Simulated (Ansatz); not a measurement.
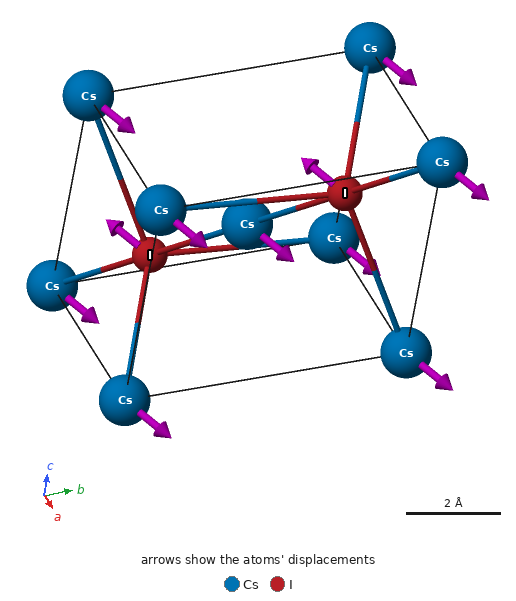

Normal modes of solid CsI, space group Pm-3m (No. 221), at the zone centre of a doubled cell. The levels lie at 46 (×3), 47 (×3), 52 (×3) cm⁻¹. One mode is drawn. Displacements are drawn as purple arrows; their common scale and sign are arbitrary. Style: ball-and-stick. Shown: the cell of the calculation, from a free direction.

These are results of Ansatz 0.2.0, DFT PBE, scalar-relativistic, plane waves, PAW, not measurements. Settings: plane-wave cutoff 420 eV; k-point mesh 4 × 4 × 4; occupations gaussian; smearing width 0.05 eV; no spin polarisation.

Frequencies are those without the non-analytic (LO–TO) term.

Q: To which level does it belong?

A: The level at 47 cm⁻¹. This is a triply degenerate mode (one member of the set is drawn), level 2 of 3, counted from below (the three translations aside). The I sublattice moves against the Cs sublattice, along [1 1 −1] of the drawn cell; the kinetic energy is shared as I 51 %, Cs 49 %. It repeats in both halves of the doubled cell: it is a zone-centre mode of the crystal.
